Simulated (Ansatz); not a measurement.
## Single-point calculation of Hf₈Si₈O₃₁ (charge +2) (part 2 of 3)

Hf₈Si₈O₃₁ (defect cell, 47 atoms in the cell, total charge +2); DFT PBE, scalar-relativistic, plane waves, PAW, spin-polarised (Ansatz 0.2.0); cutoff 420 eV, 2×2×1 k-mesh, Gaussian smearing of 0.05 eV, collinear spins. The structure derives from an entry of the Crystallography Open Database.

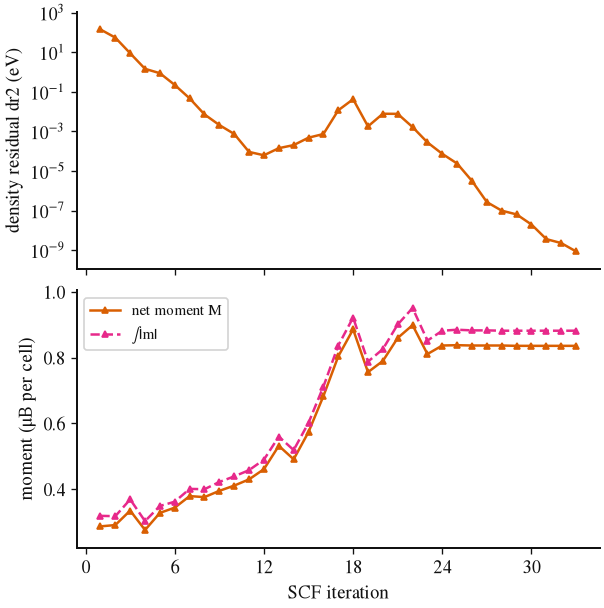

*Convergence of the self-consistent field: density residual dr2 and magnetic moment against the SCF iteration.*

The residual falls unevenly and jumps up by a factor of two or more 5 times on the way down. The net moment goes from 0.3 to 0.8 μB per cell.

```
at 6 of the mixer's solves, the last at iteration 20, it left a direction of its history that read negative out of its fit and stepped the other way along it
SCF converged after 33 iterations
Magnetization: 0.8361 μB (212.4181 up, 211.5819 down)
Absolute magnetization: 0.8856 μB (∫|ρ↑−ρ↓|, with the PAW one-centre terms)
Spin contamination: 0.0926 ħ² per cell (⟨S²⟩ above its minimum at these occupations)
Per-site moments (μB) at R_I (Å): [(0.014963326461121636, 0.8706375054064055), (0.00015130796840973, 0.8717048192443089), (0.0001846032642090332, 0.8639735170586271), (0.0005014556675490646, 0.8692003164652561), (0.0073340653253436494, 0.8656621723243709), (0.0002490413054651149, 0.8641707485684308), (-2.341262780451698e-5, 0.8685831890972189), (9.82407990801455e-6, 0.8710749842408848), (9.806649522081877e-5, 0.6700944323343736), (-0.00011405287652038096, 0.6670680256102585), (0.00019833251163677595, 0.6714554296679571), (0.0005165051662447339, 0.6713175141563347), (0.05176857921992354, 0.6952401180024294), (-5.0300740287058125e-5, 0.6706345869826735), (3.0388300898458708e-5, 0.6683989259250195), (-4.8869889746614326e-5, 0.6706928868209323), (0.005410829534400853, 0.6716205373905764), (7.133298715876631e-5, 0.6700790531105549), (0.0044715350450875, 0.6713786531733068), (0.008820632617485146, 0.6712619635793309), (0.012567618284446481, 0.6720403047980199), (0.0014268183720233943, 0.6714554296679571), (0.003201446406088425, 0.6713207056187276), (0.05004546590561124, 0.6993376045615857), (0.0014636173276284528, 0.6683989259250195), (0.0019553502276082038, 0.6706928868209323), (0.001953662126884151, 0.6706345869826735), (0.00883457038679151, 0.6713065614442794), (0.0014224426266661431, 0.6714661958588832), (0.012546822540860631, 0.672032877948706), (0.003203907570926246, 0.6713175141563347), (0.0026172931741371705, 0.6701806631095542), (0.0032861149995738513, 0.6691911733640422), (0.003224323987068027, 0.6733444069186563), (0.01332797183516675, 0.6791248213344074), (0.054360274823975305, 0.6952401180024294), (0.0006297539444611244, 0.6721230522430461), (0.0015934112951884892, 0.672956262188157), (0.0030520271688911794, 0.6717922454385734), (0.0109842420354713, 0.6670680256102585), (-0.0001972671301843503, 0.6700944323343736), (0.0024973734441013366, 0.6718171358482832), (0.0005365594325285727, 0.6728152171779421), (0.0006261788483577568, 0.672090526521592), (0.054349669926045285, 0.6952660710828126), (0.0030466138182946075, 0.671830153961606), (0.001593400954808692, 0.6729185234036636)]
Free energy (F): -148537.099202 eV
Harris-Foulkes:  -148537.099202 eV  (|F-HF|=6.40e-10)
Internal energy: -148537.082230 eV  (E = F + TS)
E sigma→0 (E₀):  -148537.090716 eV
Entropy (-TS):   -0.016972 eV (-0.361 meV/atom)
Fermi energy:    9.858152 eV
--- Per-component energies (eV) ---
  E_band       = -901.982059
  E_kinetic    = 9173.394230
  E_local      = -63988.666340  (includes V_loc(G=0)·N_el)
  E_nonlocal   = -8264.680202
  E_hartree    = 28658.933539
  E_xc         = -5122.166095
  E_vxc        = -5414.837818  (∫ρ·V_xc dr)
  E_paw        = -64425.949970  (= ΣΔE_a)
  E_vpaw       = 10274.863404  (= ΣTr[D̂ρ^β])
  E_aug_tail   = 0.077114  (compensation charges beyond the density's cutoff)
  E_ewald      = -44568.024506
  E_smearing   = -0.016972  (= −TS)
  E_closure    = 0.000000  (closes the sum)
  E_deformation_potential = 38.668909  (in the stress; not in F)
  Σ components = -148537.099202   (vs F -148537.099202, Δ=0.00e0)
--- Forces (eV/Å), atoms counted from 1 ---
  atom   1  Hf     0.00111341    -1.52709488    -0.66637422
  atom   2  Hf    -0.00151418     0.02131877     0.30253566
  atom   3  Hf    -0.00143240     0.00784476     0.14157724
  atom   4  Hf     0.00068938    -0.01742759    -0.33212660
  atom   5  Hf    -0.00038971     0.96602401    -2.65770107
  atom   6  Hf    -0.00230759    -0.08572756     1.04651399
  atom   7  Hf    -0.00025647    -0.15587131    -0.03116925
  atom   8  Hf     0.00229621    -0.03965303     0.04268479
  atom   9  Si    -0.00296737     0.19307810     0.10465173
  atom  10  Si    -0.00106753    -0.07027082     0.74305298
  atom  11  Si     0.00022297     0.03872046     0.15408058
  atom  12  Si     0.00117709    -0.20228198    -0.48666343
  atom  13  Si    -0.00062294     3.48210490     3.40216825
  atom  14  Si     0.00104654    -0.03214253    -0.33682540
  atom  15  Si     0.00126108     0.02648666    -0.07981359
  atom  16  Si    -0.00142774    -0.01320972     0.23852291
  atom  17  O      0.00195311    -0.16261687    -0.10784828
  atom  18  O      0.00007801     0.02056361    -0.09981011
  atom  19  O     -0.00063269    -0.10516031     0.12019785
  atom  20  O      0.55437952    -0.18370747     0.41250721
  atom  21  O     -0.28588425     0.34154527    -0.43417483
  atom  22  O      0.16915361    -0.00093492    -0.28601326
  atom  23  O     -0.04260227     0.03631195     0.11095240
  atom  24  O     -0.00038144    -2.16382414     0.19850584
  atom  25  O      0.00000576    -0.02254058    -0.10497617
  atom  26  O      0.00053392     0.18146494    -0.13911797
  atom  27  O     -0.00008892     0.10525203     0.08207395
  atom  28  O     -0.55194486    -0.18366430     0.41192926
  atom  29  O     -0.16751043     0.00021389    -0.28460398
  atom  30  O      0.28658006     0.33938399    -0.43701151
  atom  31  O      0.03996372     0.03685428     0.11197843
  atom  32  O     -0.00169558    -0.04480153     0.02727170
  atom  33  O      0.00064411     0.14744345    -0.24186583
  atom  34  O      0.00033273    -0.03651906    -0.07390894
  atom  35  O      0.00052221     0.53169003     0.93081868
  atom  36  O     -0.62109831    -0.64313296    -1.31356189
  atom  37  O      0.39110021     0.08331026     0.21336734
  atom  38  O     -0.04374746     0.02085316     0.23771970
  atom  39  O      0.05400806     0.00414795    -0.03692709
  atom  40  O     -0.00044825    -0.21650170    -0.30949759
  atom  41  O      0.00026211     0.02695411     0.00339673
  atom  42  O     -0.00111308    -0.22339810     0.40568171
  atom  43  O     -0.00002971     0.04824406    -0.07856797
  atom  44  O     -0.39218639     0.08504176     0.21386003
  atom  45  O      0.62470349    -0.63757188    -1.31652087
  atom  46  O     -0.05250913     0.00325947    -0.03906485
  atom  47  O      0.04183119     0.01993085     0.23809718
  max |Σ_I F_I| component: 1.05e-5 eV/Å
--- Band table (eV; the first three rows and the last of 8) ---
  k-point 0 ↑: bands = ["-51.0566", "-50.6635", "-50.3170", "-50.2922", "-50.2238", "-50.2035", "-50.0988", "-50.0712", "-19.9304", "-19.7360", "-19.7089", "-19.5191", "-19.3832", "-19.3796", "-19.1531", "-19.1335", "-19.0894", "-19.0673", "-19.0357", "-19.0064", "-19.0021", "-18.9767", "-18.9739", "-18.9448", "-18.9377", "-18.9280", "-18.9070", "-18.8555", "-18.8319", "-18.7888", "-18.7724", "-18.7369", "-9.1939", "-8.7356", "-8.6316", "-8.5437", "-8.5098", "-8.3323", "-8.2838", "-8.1150",
      "-7.8483", "-7.8251", "-7.5036", "-7.4527", "-7.3296", "-7.2276", "-7.1893", "-7.1557", "-7.1509", "-7.0042", "-6.9741", "-6.8874", "-6.8089", "-6.7858", "-6.7265", "-6.6874", "-6.6563", "-6.6262", "-6.6110", "-6.5931", "-6.5496", "-6.5424", "-6.4696", "-1.0160", "-1.0064", "-0.9881", "-0.9526", "-0.9496", "-0.9011", "-0.8933", "-0.5957", "-0.5850", "-0.5719", "-0.5488", "-0.5417", "-0.5064", "-0.5060", "-0.2150", "-0.2081", "-0.2055",
      "-0.2030", "-0.1980", "-0.1963", "-0.1926", "-0.1885", "-0.1871", "-0.1797", "-0.1763", "-0.1743", "-0.1741", "-0.1667", "-0.1284", "-0.1185", "-0.1165", "-0.1127", "-0.1080", "-0.1058", "-0.0991", "-0.0974", "-0.0954", "-0.0946", "-0.0924", "-0.0832", "-0.0755", "-0.0740", "-0.0005", "0.0068", "0.0094", "0.0123", "0.0193", "0.0213", "0.0226", "0.0286", "0.0396", "0.0402", "0.0434", "0.0495", "0.0596", "0.0611", "2.3073",
      "2.6501", "2.7089", "2.9586", "3.1652", "3.2740", "3.4448", "3.8187", "4.2071", "4.3307", "4.3641", "4.5861", "4.6536", "4.6668", "4.7192", "4.7937", "4.8873", "5.1419", "5.2474", "5.4422", "5.5394", "5.5786", "5.6512", "5.6907", "5.8041", "5.8876", "6.0302", "6.2670", "6.3116", "6.3486", "6.4148", "6.4229", "6.5460", "6.6229", "6.6582", "6.7429", "6.8057", "6.8634", "6.9278", "6.9325", "6.9743",
      "6.9939", "7.0670", "7.2010", "7.2692", "7.2946", "7.3124", "7.3186", "7.4647", "7.5069", "7.5480", "7.5965", "7.6451", "7.7060", "7.7633", "7.7817", "7.8189", "7.8445", "7.9332", "8.0402", "8.0891", "8.1114", "8.2401", "8.2774", "8.3403", "8.4755", "8.5261", "8.5721", "8.5984", "8.7414", "8.7878", "8.8100", "8.8925", "8.9087", "8.9583", "8.9817", "9.0256", "9.0361", "9.0827", "9.1165", "9.1719",
      "9.1794", "9.2633", "9.3420", "9.3467", "9.4243", "9.4311", "9.5652", "9.6513", "9.6768", "9.7341", "9.7541", "9.7613", "9.9925", "14.5614", "14.5632", "15.3314", "15.7286", "15.9600", "16.1211", "16.1455", "16.2381", "16.2555", "16.3481", "16.3909", "16.4122", "16.4265", "16.5521", "16.5982", "16.6270", "16.6703", "16.7060", "16.8125", "16.8488", "16.8813", "16.9022", "16.9808", "16.9829", "17.2287", "17.2770", "17.4048",
      "17.4320", "17.5032", "17.5343", "17.6251", "17.7815", "18.0057", "18.0827", "18.1682", "18.2111", "18.2374", "18.2808", "18.4001", "18.4572", "18.6327", "18.6999", "18.8598", "19.0075", "19.2473", "19.6382", "19.6687"]
  k-point 1 ↑: bands = ["-51.0566", "-50.6635", "-50.3168", "-50.2924", "-50.2238", "-50.2035", "-50.0989", "-50.0712", "-19.9215", "-19.7465", "-19.7088", "-19.5135", "-19.3886", "-19.3796", "-19.1327", "-19.1147", "-19.1091", "-19.0900", "-19.0004", "-18.9944", "-18.9906", "-18.9867", "-18.9792", "-18.9693", "-18.9329", "-18.9323", "-18.9075", "-18.8329", "-18.8264", "-18.8100", "-18.8021", "-18.7371", "-8.9496", "-8.8367", "-8.4826", "-8.4235", "-8.3150", "-8.2932", "-8.2795", "-8.1984",
      "-7.7498", "-7.6678", "-7.4379", "-7.3511", "-7.3210", "-7.2190", "-7.1821", "-7.1454", "-7.1329", "-7.1008", "-7.0011", "-6.9596", "-6.9539", "-6.8937", "-6.8585", "-6.8511", "-6.8292", "-6.8288", "-6.7281", "-6.6649", "-6.6230", "-6.5841", "-6.5665", "-1.0145", "-1.0061", "-0.9881", "-0.9531", "-0.9496", "-0.9009", "-0.8933", "-0.6015", "-0.5810", "-0.5719", "-0.5584", "-0.5416", "-0.5108", "-0.5064", "-0.2191", "-0.2163", "-0.2074",
      "-0.2020", "-0.1994", "-0.1945", "-0.1936", "-0.1913", "-0.1899", "-0.1871", "-0.1738", "-0.1731", "-0.1716", "-0.1700", "-0.1291", "-0.1265", "-0.1186", "-0.1097", "-0.1067", "-0.1059", "-0.1059", "-0.1042", "-0.0991", "-0.0952", "-0.0882", "-0.0841", "-0.0834", "-0.0738", "-0.0030", "0.0031", "0.0065", "0.0133", "0.0185", "0.0194", "0.0215", "0.0283", "0.0322", "0.0400", "0.0474", "0.0496", "0.0518", "0.0611", "2.4859",
      "2.7611", "2.9548", "3.1212", "3.6206", "3.8834", "3.9754", "4.0584", "4.4777", "4.6564", "4.7926", "4.8007", "4.8476", "4.8540", "4.8903", "5.0549", "5.0876", "5.1482", "5.1957", "5.4247", "5.4418", "5.6095", "5.6644", "5.6978", "5.7064", "5.8250", "5.8856", "5.9078", "5.9439", "6.0896", "6.2508", "6.3964", "6.4858", "6.5113", "6.5550", "6.5737", "6.5959", "6.6678", "6.8013", "6.8320", "6.8384",
      "6.8763", "7.0626", "7.1419", "7.1554", "7.1778", "7.2201", "7.3638", "7.4268", "7.4527", "7.4676", "7.4751", "7.6070", "7.6095", "7.6433", "7.6751", "7.7368", "7.8372", "7.9119", "7.9506", "8.0958", "8.1915", "8.2603", "8.2787", "8.3272", "8.3539", "8.3845", "8.5199", "8.6074", "8.7393", "8.7428", "8.8177", "8.8426", "8.8558", "8.8858", "8.9023", "8.9191", "8.9721", "9.0159", "9.0612", "9.1332",
      "9.1384", "9.1935", "9.2044", "9.3131", "9.3266", "9.3749", "9.3958", "9.4326", "9.7090", "9.7276", "9.7851", "9.8050", "9.8196", "14.3832", "14.7112", "14.9159", "15.3333", "15.6615", "15.7848", "15.8757", "15.9507", "15.9822", "16.0540", "16.0977", "16.1572", "16.4286", "16.5408", "16.6105", "16.7542", "16.7837", "16.8205", "16.9192", "16.9559", "17.0015", "17.0430", "17.0560", "17.1680", "17.1834", "17.3836", "17.5209",
      "17.5721", "17.5970", "17.7180", "17.8173", "17.8864", "18.0073", "18.1052", "18.1673", "18.2226", "18.4526", "18.5766", "18.6654", "18.7694", "18.9913", "19.1997", "19.3097", "19.3492", "19.4731", "19.6152", "19.7479"]
```
